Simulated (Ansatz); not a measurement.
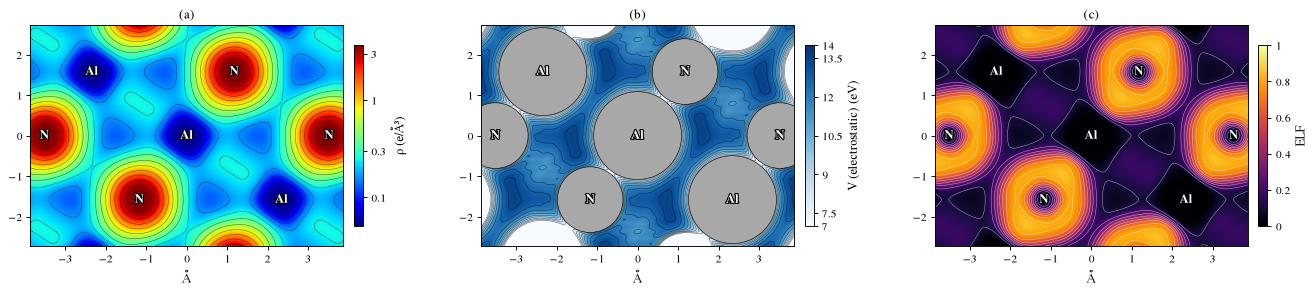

The picture shows: AlN. (a) valence electron density; (b) electrostatic potential (local pseudopotential plus Hartree) felt by an electron; (c) ELF on the (110) plane of the conventional cell. Grey discs cover the atomic cores in the potential map.

Space group R-3m; started from the rocksalt prototype, which need not be the ambient phase; changed on purpose from its base cell (epitaxial 111 strain -4.0%); computed pressure about 23 GPa in this cell.

Computed with DFT, HSE06, plane waves, PAW (Ansatz).

The density is the valence pseudo-density of a PAW calculation; it isn't the true density close to the nuclei.

**Interpret the plot.**

- The section cuts through Al and N sites.
- Al–N (1.97 Å): ρ is about 0.58 e/Å³ halfway; the ELF peaks at about 0.85 in the valence shell of N, 0.8 Å from its nucleus, and is about 0.80 at the midpoint.
- Between the atoms the lowest density in this plane is 0.13 e/Å³.
- Outside the cores the potential energy rises away from the atoms and is highest about 1.6 Å from the nearest atoms; its zero is arbitrary.

**Metal or insulator at this level of theory?**

It is gapped, with a Kohn–Sham gap of 5.8 eV on the k-point mesh, an upper bound to the gap of this method.
